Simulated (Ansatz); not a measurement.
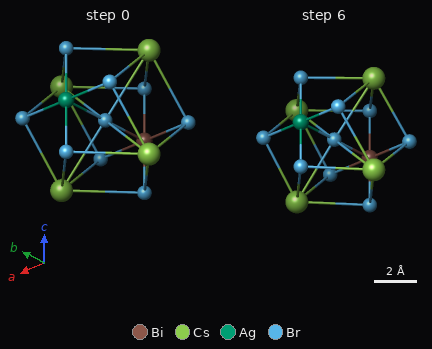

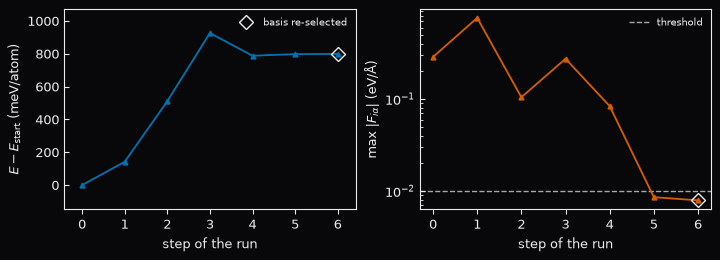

First and last geometry of a relaxation of a crystal of Cs$_{2}$AgBiBr$_{6}$ (set up in Fm-3m), with the history of the run. Style: ball-and-stick. Shown: the atoms within 5.0 Å of the atom that moves most (axes of the conventional cell (4 times the calculation's cell)), from a free direction. Lengths and directions refer to the drawn axes.

The run lets cell and atoms move.

Level of theory: Kohn-Sham DFT of a periodic cell, PBE, Ansatz PAW (Ansatz 0.2.0).

Input
```yaml
crystal:
  lattice:
    - [0.0, 5.6161, 5.6161]
    - [5.6161, 0.0, 5.6161]
    - [5.6161, 5.6161, 0.0]
  atoms:
    - { symbol: Bi, position: [0.0, 0.0, 0.0] }
    - { symbol: Cs, position: [0.75, 0.75, 0.75] }
    - { symbol: Cs, position: [0.25, 0.25, 0.25] }
    - { symbol: Ag, position: [0.5, 0.5, 0.5] }
    - { symbol: Br, position: [0.74945, 0.74945, 0.25055] }
    - { symbol: Br, position: [0.25055, 0.25055, 0.74945] }
    - { symbol: Br, position: [0.74945, 0.25055, 0.25055] }
    - { symbol: Br, position: [0.74945, 0.25055, 0.74945] }
    - { symbol: Br, position: [0.25055, 0.74945, 0.74945] }
    - { symbol: Br, position: [0.25055, 0.74945, 0.25055] }
hamiltonian:
  xc: pbe
  pseudopotentials: { kind: paw }
kpoints:
  mp_grid: { grid: [3, 3, 3] }
scf:
  occupations: { method: fermi_dirac, width: 0.05 }
output:
  forces: true
  stress: true
  eigenvalues: true
  write_density: true
  write_potential: true
  elf: true
  volumetric_format: npy
relax:
  f_tol: 0.01
  max_steps: 40
  cell: { stress_tol: 0.05, p_target: 30.0 }
```

Command:
```bash
ansatz run input.yaml --threads 4 --pin off --max-ram 11264MiB --backend cpu --events-out ev --progress --plain --runs-dir out
```

**What do the curves and the structures tell?**

It converged. The largest moves relative to the cell, 0.067 Å, are those of Br atoms. Cs and Bi and Ag stay in place. The drawn cell changes as follows: a = b = c 11.232 → 9.892 Å (−11.9 %); the volume changes by −31.7 %. Among the contacts that change: Br–Cs 3.971 → 3.498 Å, Ag–Br 2.802 → 2.400 Å, Bi–Br 2.814 → 2.546 Å. Bond angles that change, for instance: Cs–Br–Cs 179.8° → 177.6°. The space group stays Fm-3m (No. 225). Over 5 accepted moves (6 points after the start) the energy rises by 800 meV per atom. With the target pressure of 30 GPa, the enthalpy E + pV changes by −1303 meV per atom. Largest force component: 0.29 eV/Å at the start, 0.0079 eV/Å at the end. The pressure goes from 1.86 to 29.96 GPa. At 1 point the geometry stayed and the basis and grid were re-selected for the new cell (energy shift of 1.1 meV per atom at most each time).

```csv
step,"E − E(0), meV/atom","largest force component, eV/Å","pressure, GPa","volume, Å³/atom",note
0,0.00,0.2876,1.86,35.427,
1,142.41,0.7652,8.47,30.494,
2,511.06,0.1049,20.93,26.030,
3,926.56,0.2751,33.93,23.559,
4,788.48,0.0841,29.66,24.254,
5,798.43,0.0086,29.97,24.200,
6,799.53,0.0079,29.96,24.200,"same geometry, new basis"
```
